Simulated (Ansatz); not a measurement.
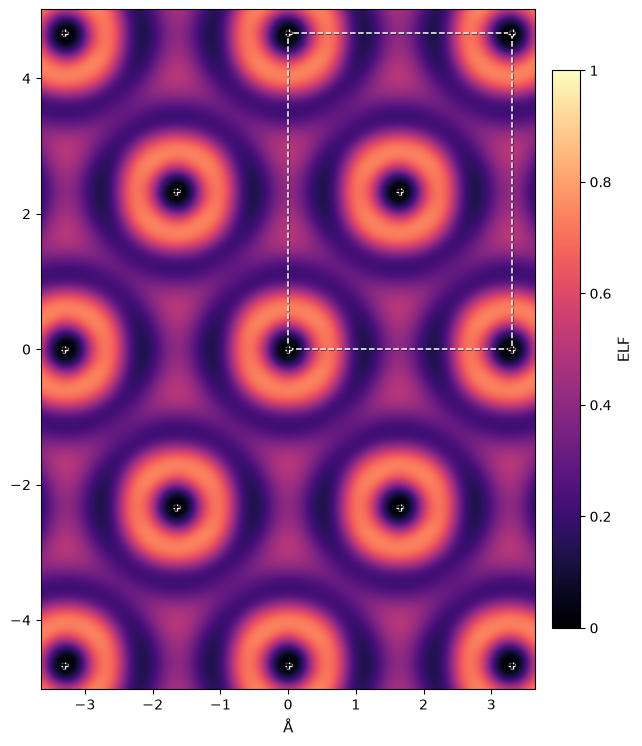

The ELF on a plane through atoms (crosses mark nuclei in the plane).

Method: DFT PBEsol, scalar-relativistic, plane waves, PAW in Ansatz 0.2.0.

Candidates:
A. Ta, a = 3.30 Å, b = 3.30 Å, c = 3.30 Å, α = 90.00°, β = 90.00°, γ = 90.00°. Space group Im-3m; computed pressure about −4 GPa in this cell; computed without spin polarisation.
B. Al, a = 3.34 Å, b = 3.34 Å, c = 3.34 Å, α = 90.00°, β = 90.00°, γ = 90.00°. Space group Im-3m; a structure from a database of computed crystals, not necessarily the ambient phase; changed on purpose from its base cell (strain +0.050 along x and y, +0.050 along z, atoms carried along); computed pressure about −7 GPa in this cell; computed without spin polarisation.

Q: Which system is this?

A: Candidate A: Ta on the (011̄) plane of the conventional cell, which holds Ta. Ta–Ta (2.86 Å): the ELF is about 0.30 at the midpoint.
